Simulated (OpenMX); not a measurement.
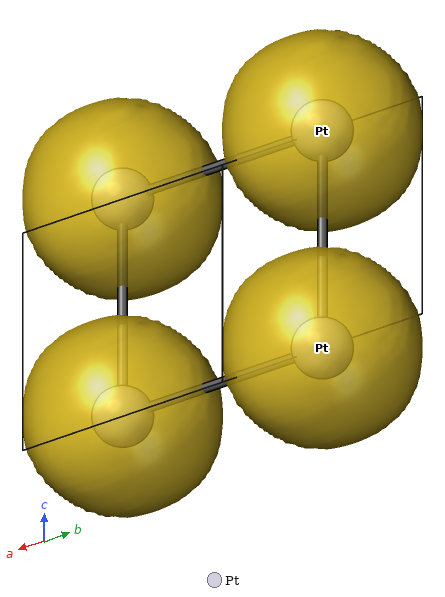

The picture shows: Pt. Isosurface of the valence pseudo-density at 0.5 e/Å³ (yellow), seen along [110]. Sticks mark near contacts.

Space group P-1; changed on purpose from its base cell (cell strained at random at fixed volume); computed pressure about −4 GPa in this cell.

Level of theory: OpenMX 3.8.5, Kohn-Sham DFT of a periodic cell, LDA, OpenMX 2013 LDA set.

The density is the valence pseudo-density of a pseudopotential calculation; it isn't the true density close to the nuclei.

**Which contacts does the surface bridge?**

At this value the density breaks into separate islands; it holds about 80 % of the electrons treated as valence. It bridges none of the near contacts. It is pinched off along the shortest Pt–Pt (2.74 Å) and Pt–Pt (2.79 Å) contacts. On the grid the lowest density along these lines, outside the cores, is 0.4 e/Å³ (Pt–Pt, 2.74 Å) and 0.36 e/Å³ (Pt–Pt, 2.79 Å).
